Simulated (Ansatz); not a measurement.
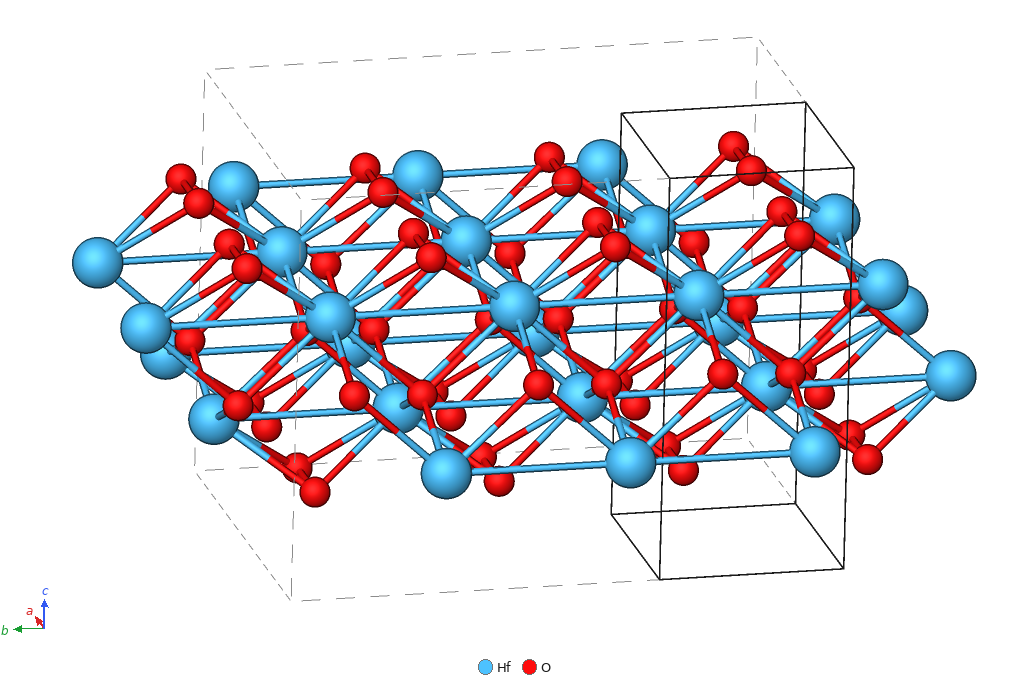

The crystal in a ball-and-stick representation, seen from a general direction. The conventional unit cell (solid box) is repeated to 2×3×1 cells. Neighbours across the faces are drawn wherever a bond reaches them. Cell: a = 4.026 Å, b = 3.210 Å, c = 7.431 Å, α = 90.00°, β = 96.60°, γ = 90.00°.

What is this?

The stoichiometry is HfO$_{3}$. The lattice is primitive monoclinic and the space group P2_1/m (No. 11). In the cell are 2 Hf, 6 O, which makes 2 formula units. Coordination numbers from the bonds drawn: Hf 10 and O 3 to 4 (mean 3.3). Not all metal-metal contacts are counted.

Source of the structure: a structure listed in the Materials Project, with elements exchanged, so it need not be a known form of the compound. It is drawn as it came out of a relaxation with DFT PBEsol, scalar-relativistic, plane waves, PAW (Ansatz).
